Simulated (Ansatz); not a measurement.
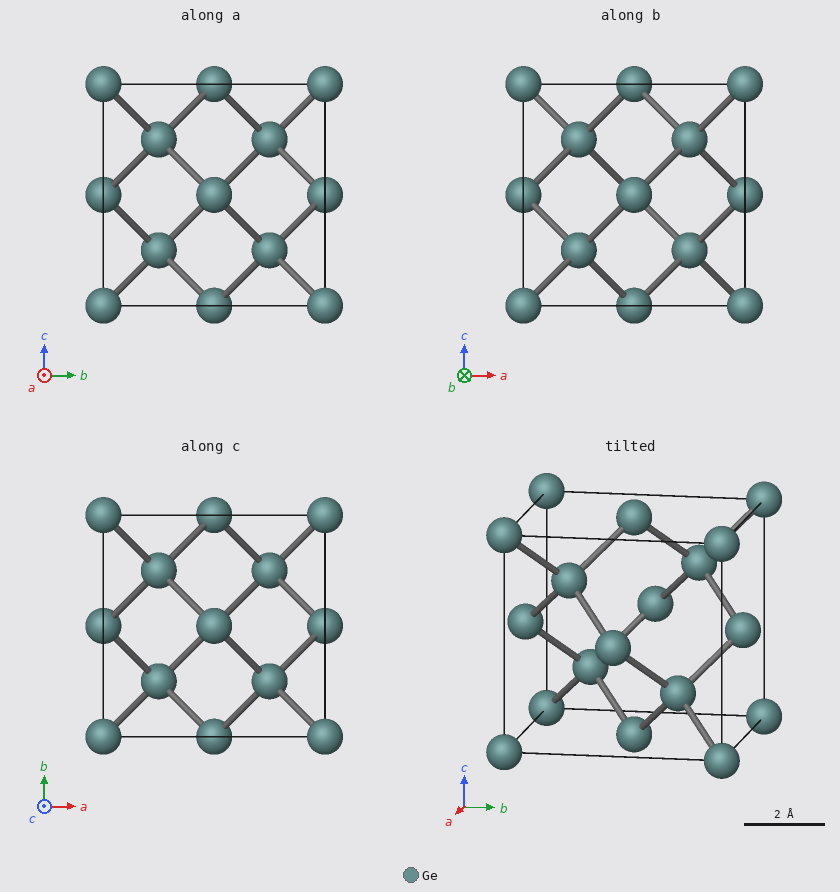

Shown here is a ball-and-stick view of the crystal, taken along the a axis, along the b axis, along the c axis and slightly off an axis. The lines enclose the conventional unit cell; boundary atoms appear with their images.

Lattice parameters: a = 5.5603 Å, b = 5.5603 Å, c = 5.5603 Å, α = 90.000°, β = 90.000°, γ = 90.000°.

Convert the drawing into a CIF with its space group and independent sites.

Answer.
```cif
data_structure
_symmetry_space_group_name_H-M 'F d -3 m :1'
_symmetry_Int_Tables_number 227
_cell_length_a 5.5603
_cell_length_b 5.5603
_cell_length_c 5.5603
_cell_angle_alpha 90.000
_cell_angle_beta 90.000
_cell_angle_gamma 90.000
_cell_volume 171.90
loop_
_atom_site_label
_atom_site_type_symbol
_atom_site_symmetry_multiplicity
_atom_site_Wyckoff_symbol
_atom_site_fract_x
_atom_site_fract_y
_atom_site_fract_z
_atom_site_occupancy
Ge1 Ge 8 a 0.0000 0.5000 0.5000 1
```

Origin of the cell: a structure type filled with this element by a generator (whether the element takes this form wasn't checked). The cell was then strained or its atoms displaced on purpose. Ansatz was used for an electronic-structure calculation on it.

At this level of theory the cell isn't at rest (compressed, at 8 GPa), so its distances can differ from those at equilibrium, the more so the softer the solid.
